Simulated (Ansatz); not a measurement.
# Geometry relaxation of MoSi2 (part 2 of 2)

MoSi2 (slab, 6 atoms in the cell); DFT PBE, scalar-relativistic, plane waves, PAW, PAW set soft_1, no spin polarisation (Ansatz 0.2.0); cutoff 420 eV, 9×9×1 k-mesh, Gaussian smearing of 0.1 eV. The structure derives from an entry of the Crystallography Open Database. The input holds or restrains some coordinates. Forces given for the steps count only the free coordinates.

Geometry of the input (Å; fractional positions):
```
3.2170  0.0000  0.0000
0.0000  3.2170  0.0000
0.0000  0.0000  20.5332
Si 0.0000  0.0000  0.3409
Mo 0.5000  0.5000  0.4041
Si 0.0000  0.0000  0.4674
Si 0.5000  0.5000  0.5326
Mo 0.0000  0.0000  0.5959
Si 0.5000  0.5000  0.6591
```

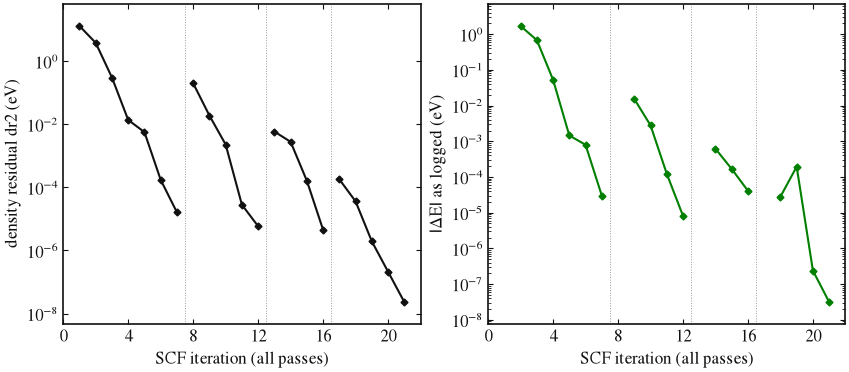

Fig. 1: Convergence of the self-consistent field: density residual dr2 and size of the energy change against the SCF iteration. The dotted lines part the SCF passes of the relaxation: geometry steps, rejected trials and re-solves on a re-selected basis. The passes take 7, 5, 4 and 5 iterations.

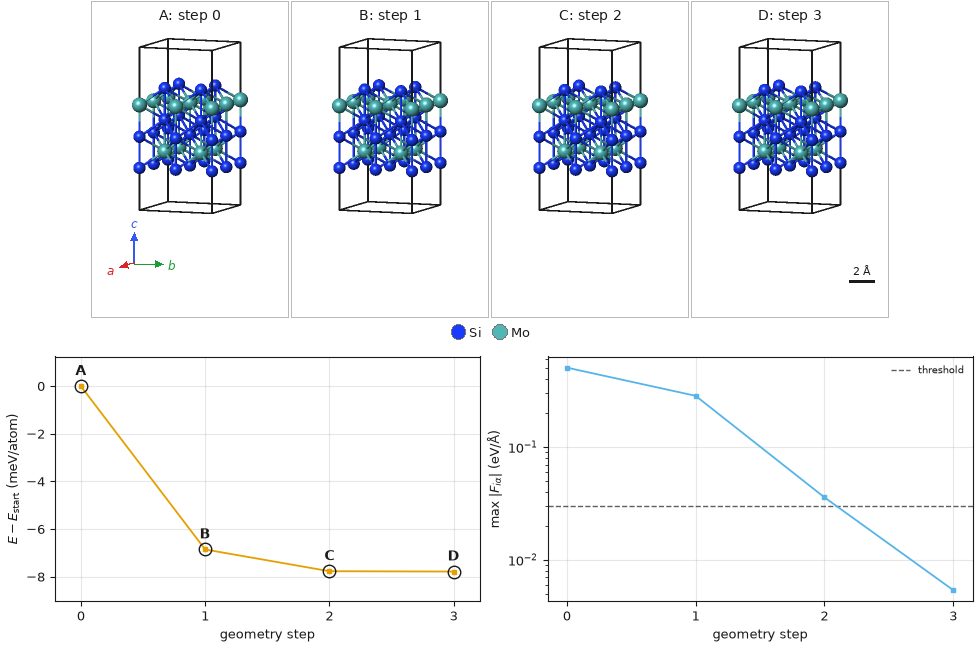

Fig. 2: Frames of the restrained relaxation (ball-and-stick view of the 2 × 2 repeat of the cell, with the vacuum cut short, seen slightly off an axis) above the curves, on which the letters mark them (the first geometry is step 0 here and step 1 in the log).

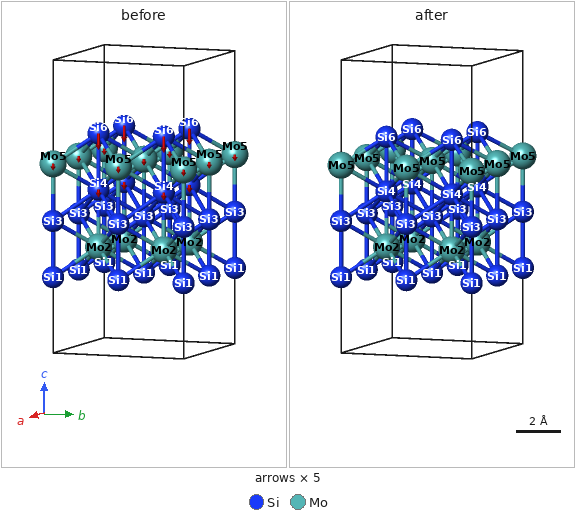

Fig. 3: Before (left) and after (right) the restrained relaxation, at one scale (ball-and-stick view of the 2 × 2 repeat of the cell, with the vacuum cut short, seen slightly off an axis). The red arrows give the displacements, magnified 5 times. After 3 geometry steps the energy has fallen by 7.8 meV per atom. The largest force component goes from 0.51 to 0.0054 eV/Å. The atom that moves furthest is Si6 (0.15 Å). Largest moves by element: Si 0.15 Å, Mo 0.06 Å. The cell doesn't change. Among the contacts that change: Si4–Si6 2.597 → 2.516 Å, Mo2–Si4 2.638 → 2.564 Å, Si3–Mo5 2.638 → 2.577 Å, Mo5–Si6 2.619 → 2.574 Å. Among the angles that change: Mo5–Si6–Mo5 120.6° → 124.2°. (Atoms are counted from 1 in the order of the input.)

```
SCF converged after 5 iterations
Free energy (F): -12455.364548 eV
Harris-Foulkes:  -12455.364548 eV  (|F-HF|=1.01e-8)
Internal energy: -12455.346048 eV  (E = F + TS)
E sigma→0 (E₀):  -12455.355298 eV
Entropy (-TS):   -0.018501 eV (-3.083 meV/atom)
Fermi energy:    3.238610 eV
Dipole field:    D = 0.005447 V/Å  (p = 0.006396 e·Å, saw-weighted, corrected)
Work function:   Φ+ = 4.4464 eV   Φ− = 4.5583 eV
Levels:          The Fermi level and band energies are counted from a zero that moves with the ramp; work functions are not
--- Per-component energies (eV) ---
  E_band       = -634.464238
  E_kinetic    = 1014.619598
  E_local      = -26042.587173  (includes V_loc(G=0)·N_el)
  E_nonlocal   = 387.835995
  E_hartree    = 12482.901539
  E_xc         = -581.299404
  E_vxc        = -634.454396  (∫ρ·V_xc dr)
  E_paw        = -8469.642310  (= ΣΔE_a)
  E_vpaw       = -325.685621  (= ΣTr[D̂ρ^β])
  E_aug_tail   = 0.000267  (compensation charges beyond the density's cutoff)
  E_efield     = 0.000017  (sawtooth field / dipole correction)
  E_vefield    = 0.009701  (∫n·V_field dr)
  E_ewald      = 8752.825424
  E_smearing   = -0.018501  (= −TS)
  E_closure    = -0.000000  (closes the sum)
  Σ components = -12455.364548   (vs F -12455.364548, Δ=0.00e0)
--- Forces (eV/Å), atoms counted from 1 ---
  atom   1  Si     0.00000000    -0.00000000     0.51115234
  atom   2  Mo    -0.00000000     0.00000000    -0.20392596
  atom   3  Si    -0.00000000     0.00000000    -0.30837746
  atom   4  Si     0.00000000     0.00000000     0.00538656
  atom   5  Mo    -0.00000000    -0.00000000    -0.00187781
  atom   6  Si    -0.00000000    -0.00000000    -0.00237334
  max |Σ_I F_I| component: 1.57e-5 eV/Å
--- Band table (eV; the first three rows and the last of 15) ---
  k-point 0: bands = ["-57.2981", "-57.2762", "-31.4233", "-31.4084", "-31.3876", "-31.3876", "-31.3430", "-31.3430", "-9.4618", "-7.2597", "-5.8270", "-2.8241", "-1.5970", "0.0553", "0.3641", "1.2038", "1.2038", "1.5474", "2.6278", "2.6278", "3.7350", "3.9136", "4.0448", "4.3951", "4.3951", "4.8118", "6.1977", "6.1977"]
  k-point 1: bands = ["-57.2960", "-57.2742", "-31.4196", "-31.4169", "-31.4053", "-31.3847", "-31.3716", "-31.3402", "-9.2817", "-7.0659", "-5.6974", "-2.8095", "-1.4552", "-0.2287", "0.3439", "0.8832", "1.2918", "1.4483", "2.3611", "2.6550", "3.0184", "3.2283", "3.9858", "4.4943", "4.8377", "5.2377", "5.6203", "6.9888"]
  k-point 2: bands = ["-57.2910", "-57.2692", "-31.4903", "-31.4437", "-31.4095", "-31.3977", "-31.3775", "-31.3332", "-8.7547", "-6.5164", "-5.3315", "-2.9945", "-1.1893", "-1.0634", "0.0585", "0.6094", "1.3339", "1.4313", "1.8810", "2.0702", "2.3639", "2.9557", "3.9230", "4.3134", "4.8470", "5.1403", "6.1995", "6.7606"]
  k-point 14: bands = ["-57.2652", "-57.2438", "-31.5891", "-31.5882", "-31.5411", "-31.5402", "-31.3644", "-31.3590", "-5.7712", "-5.4448", "-3.4449", "-2.8556", "-1.9612", "-1.0526", "-0.3620", "-0.3268", "-0.2546", "0.0575", "1.3264", "1.6583", "1.7585", "1.8352", "4.2609", "4.4380", "5.5093", "5.7170", "6.3369", "7.3396"]
--- Relaxed structure (4 steps of the walk, 4 accepted, 0 SCFs on fresh bases) ---
  F+E_penalty+E_count = -12455.36454843 eV   max|allowed force component| = 5.387e-3 eV/Å
  atoms:
    - { symbol: Si, position: [0.0, 0.0, 0.3409104878] }
    - { symbol: Mo, position: [0.49999999999999994, 0.49999999999999994, 0.4041405081] }
    - { symbol: Si, position: [0.0, 0.0, 0.46737052850000005] }
    - { symbol: Si, position: [0.49999999999999994, 0.49999999999999994, 0.5290198126186653] }
    - { symbol: Mo, position: [-3.711499421479519e-18, -1.0177524608430813e-33, 0.5928666023720983] }
    - { symbol: Si, position: [0.49999999999999994, 0.49999999999999994, 0.6515674602830372] }
```

Trajectory as extended XYZ (Å, eV, eV/Å), 4 frames, from step=1 to step=4:
```
6
Lattice="3.2170 0.0000 0.0000 0.0000 3.2170 0.0000 0.0000 0.0000 20.5332" Properties=species:S:1:pos:R:3:forces:R:3 step=1 energy=-12455.31787
Si    0.0000    0.0000    7.0000    0.0000   0.0000   0.5079
Mo    1.6085    1.6085    8.2983    0.0000   0.0000   0.0707
Si    0.0000    0.0000    9.5966    0.0000   0.0000   0.0357
Si    1.6085    1.6085   10.9366    0.0000   0.0000  -0.0357
Mo    0.0000    0.0000   12.2349    0.0000   0.0000  -0.0707
Si    1.6085    1.6085   13.5332    0.0000   0.0000  -0.5079
6
Lattice="3.2170 0.0000 0.0000 0.0000 3.2170 0.0000 0.0000 0.0000 20.5332" Properties=species:S:1:pos:R:3:forces:R:3 step=2 energy=-12455.35899
Si    0.0000    0.0000    7.0000    0.0000   0.0000   0.5260
Mo    1.6085    1.6085    8.2983    0.0000   0.0000  -0.1994
Si    0.0000    0.0000    9.5966    0.0000   0.0000  -0.2860
Si    1.6085    1.6085   10.8830    0.0000   0.0000  -0.1788
Mo    0.0000    0.0000   12.1634    0.0000   0.0000   0.2854
Si    1.6085    1.6085   13.4079    0.0000   0.0000  -0.1462
6
Lattice="3.2170 0.0000 0.0000 0.0000 3.2170 0.0000 0.0000 0.0000 20.5332" Properties=species:S:1:pos:R:3:forces:R:3 step=3 energy=-12455.36446
Si    0.0000    0.0000    7.0000    0.0000   0.0000   0.5132
Mo    1.6085    1.6085    8.2983    0.0000   0.0000  -0.2085
Si    0.0000    0.0000    9.5966    0.0000   0.0000  -0.3194
Si    1.6085    1.6085   10.8631    0.0000   0.0000  -0.0359
Mo    0.0000    0.0000   12.1702    0.0000   0.0000   0.0340
Si    1.6085    1.6085   13.3758    0.0000   0.0000   0.0165
6
Lattice="3.2170 0.0000 0.0000 0.0000 3.2170 0.0000 0.0000 0.0000 20.5332" Properties=species:S:1:pos:R:3:forces:R:3 step=4 energy=-12455.36455
Si    0.0000    0.0000    7.0000    0.0000   0.0000   0.5112
Mo    1.6085    1.6085    8.2983    0.0000   0.0000  -0.2039
Si    0.0000    0.0000    9.5966    0.0000   0.0000  -0.3084
Si    1.6085    1.6085   10.8625    0.0000   0.0000   0.0054
Mo    0.0000    0.0000   12.1735    0.0000   0.0000  -0.0019
Si    1.6085    1.6085   13.3788    0.0000   0.0000  -0.0024
```

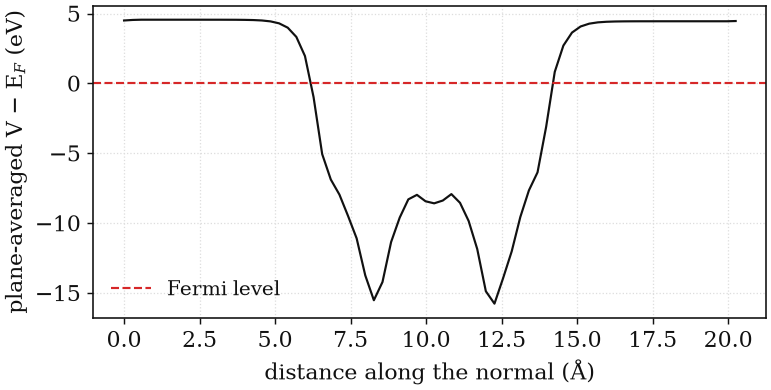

Fig. 4: Plane average of the electrostatic potential energy of an electron across the cell, from the Fermi level. The vacuum level lies 4.45 eV above the Fermi level on the upper side and 4.56 eV on the lower.
